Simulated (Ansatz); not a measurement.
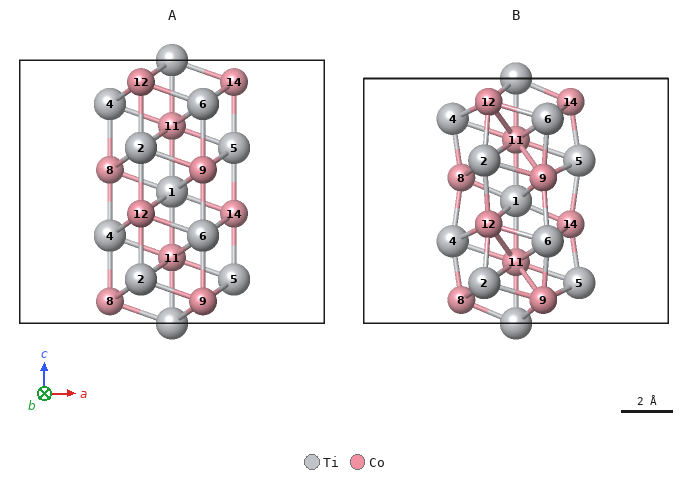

Two geometries of a wire of composition TiCo, drawn at one scale. One is the start of a relaxation, the other its converged end. A ball-and-stick model of the 2 repeat of the cell, with the vacuum cut short, seen along the b axis.

The calculation used Ansatz 0.2.0, DFT PBE, scalar-relativistic, plane waves, PAW. Settings: plane-wave cutoff 420 eV; k-point mesh 1 × 1 × 11; occupations gaussian; smearing width 0.05 eV; collinear spin; cell relaxed at fixed a, b, alpha, beta, gamma; force threshold 0.02 eV/Å; at most 45 steps.

Which of the two is the end point?

Structure B is the relaxed one. Case: wire along [1 1 1], 14 atoms a period. The largest moves, 0.31 Å, are those of Co atoms. Largest moves by element: Co 0.31 Å, Ti 0.05 Å. Along the periodic axis the drawn cell goes c 10.342 → 9.621 Å (−7.0 %). Some distances before and after: Co–Co 2.986 → 2.612 Å, Co–Ti 2.586 → 2.334 Å, Co–Ti 2.586 → 2.405 Å, Co–Ti 2.586 → 2.429 Å. Bond angles that change, for instance: Co–Ti–Co 180.0° → 163.8°, Ti–Co–Ti 180.0° → 163.9°, Ti–Co–Ti 109.5° → 124.9°. Over 11 accepted moves (15 points after the start) the energy falls by 2.922 eV per cell of the calculation. Largest force component: 1.9 eV/Å at the start, 0.0039 eV/Å at the end. The line search rejected the trial steps at points 7, 9 of the run. At 2 points the geometry stayed and the basis and grid were re-selected for the new cell (energy shift of 5.8 meV per cell of the calculation at most each time). The program noted that the starting moments weren't kept.

Limits of the set-up: the k-point mesh is coarse for a cell with partly filled bands.
